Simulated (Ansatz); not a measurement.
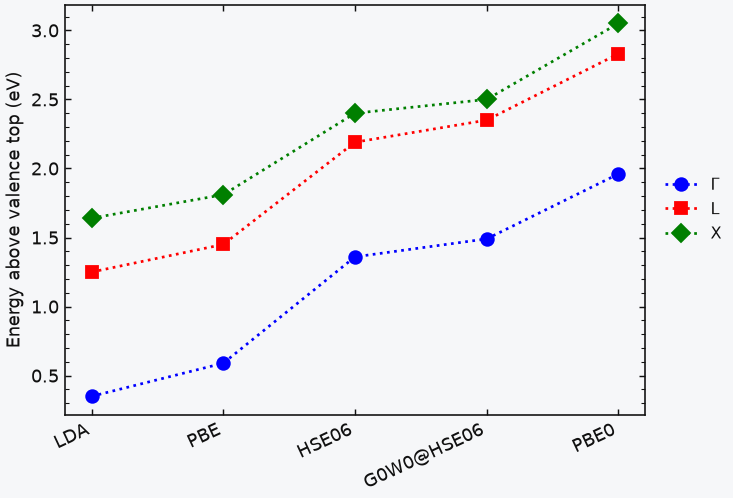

Lowest conduction level at each named k point, counted from the valence-band top at Γ, by several methods on one cell of zincblende InP, space group F-43m (No. 216), 2 atoms in the primitive cell, relaxed with r2SCAN; cubic a = 5.908 Å. All runs are without spin-orbit coupling and carry no moments.

```csv
method,program,Γ (eV),L (eV),X (eV)
LDA,Ansatz,0.35,1.25,1.64
PBE,Ansatz,0.59,1.45,1.81
HSE06,Ansatz,1.36,2.19,2.40
G0W0@HSE06,Ansatz,1.49,2.35,2.50
PBE0,Ansatz,1.96,2.83,3.05
```

> One method is left out: G0W0@PBE0. Predict its row. It was run as: PBE0, Ansatz PAW set, 6×6×6 k mesh, 420 eV cutoff, fixed occupations (Ansatz 0.2.0), G0W0 with empty bands 282, screening cutoff 180 eV and frequency treatment contour deformation.

It starts from PBE0, whose row gives 1.96 eV at Γ. G0W0@PBE0 gives 1.66 eV at Γ, 2.53 eV at L and 2.68 eV at X, which is −0.30 eV from PBE0 at Γ.

> Does G0W0@PBE0 shift these levels rigidly from PBE0?

The shifts are −0.30 eV at Γ, −0.30 eV at L and −0.37 eV at X: a spread of 0.08 eV on a mean of −0.32 eV, so one shift describes them only roughly.

> How do the methods rank at Γ?

From low to high: LDA 0.35, PBE 0.59, HSE06 1.36, G0W0@HSE06 1.49, G0W0@PBE0 1.66, PBE0 1.96 eV.

Settings. LDA: Ansatz PAW set, 8×8×8 k mesh, 420 eV cutoff, fixed occupations (Ansatz 0.2.0). PBE: Ansatz PAW set, 8×8×8 k mesh, 420 eV cutoff, Fermi-Dirac smearing of 0.02 eV (Ansatz 0.2.0). HSE06: Ansatz PAW set, 6×6×6 k mesh, 420 eV cutoff, fixed occupations (Ansatz). G0W0@HSE06: HSE06, Ansatz PAW set, 6×6×6 k mesh, 420 eV cutoff, fixed occupations (Ansatz 0.2.0), G0W0 with empty bands 282, screening cutoff 180 eV and frequency treatment contour deformation. PBE0: Ansatz PAW set, 6×6×6 k mesh, 420 eV cutoff, fixed occupations (Ansatz).

These are six of the 12 methods that were run on this cell. Spin-orbit coupling is left out, which matters for In. LDA, HSE06, G0W0@HSE06, G0W0@PBE0 and PBE0: the PAW data sets were made with another functional. LDA, GGA and most meta-GGA functionals understate gaps. HSE06 and PBE0: the k mesh is thin for exact exchange. G0W0@HSE06 and G0W0@PBE0: the filled d shell of In makes GW gaps converge slowly, so they lie under their value at the basis limit. G0W0@HSE06 and G0W0@PBE0: the k mesh is thin for GW. The GW values are at finite bands, cutoffs and mesh, short of the basis limit.
